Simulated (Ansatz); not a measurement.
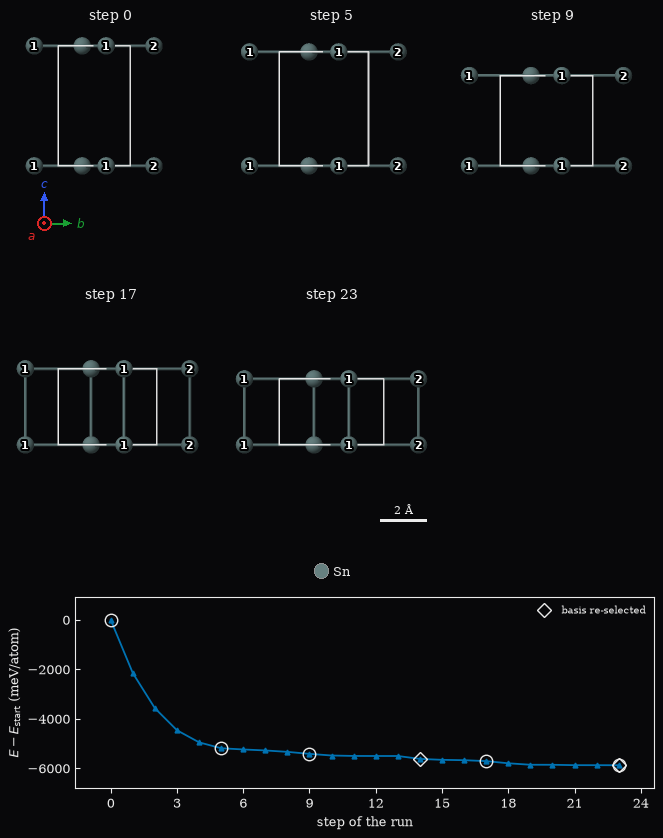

Frames of a relaxation of crystalline Sn (a generated structure, set up in P6/mmm) (coarse preliminary run), marked on the history of the run. A ball-and-stick model of the cell of the calculation, seen along the a axis.

Case: C → Sn on all its sites, cell and atoms relaxed.

Level of theory: Ansatz 0.2.0, DFT PBE+D3(BJ), scalar-relativistic, plane waves, PAW. Settings: plane-wave cutoff 420 eV; k-point mesh 6 × 6 × 4; occupations gaussian; smearing width 0.1 eV; no spin polarisation; cell and atoms relaxed; force threshold 0.05 eV/Å; at most 60 steps.

Q: What happens along the run?

A: After 21 accepted moves (23 points after the start) the energy has fallen by 5869 meV per atom. All forces vanish by symmetry, so only the cell relaxes. Pressure: 94.94 GPa at the start and 0.09 GPa at the end. The SCF was repeated twice at an unchanged geometry on a basis and grid sized afresh for the cell, which shifted the energy by 117 meV per atom at most. No atom moves by more than 0.005 Å relative to the cell. The volume changes by +16.4 %, with a = b 3.632 → 5.283 Å (+45.5 %), c 5.257 → 2.893 Å (−45.0 %). Among the contacts that change: Sn1–Sn1 5.257 → 2.893 Å, Sn1–Sn2 2.097 → 3.050 Å. The space group stays P6/mmm (No. 191). From step 0 to 5: volume +46.6 %, energy −5183 meV per atom. From step 5 to 9: volume −14.9 %, energy −227 meV per atom. From step 9 to 17: volume −4.1 %, energy −293 meV per atom. From step 17 to 23: volume −2.7 %, energy −166 meV per atom.
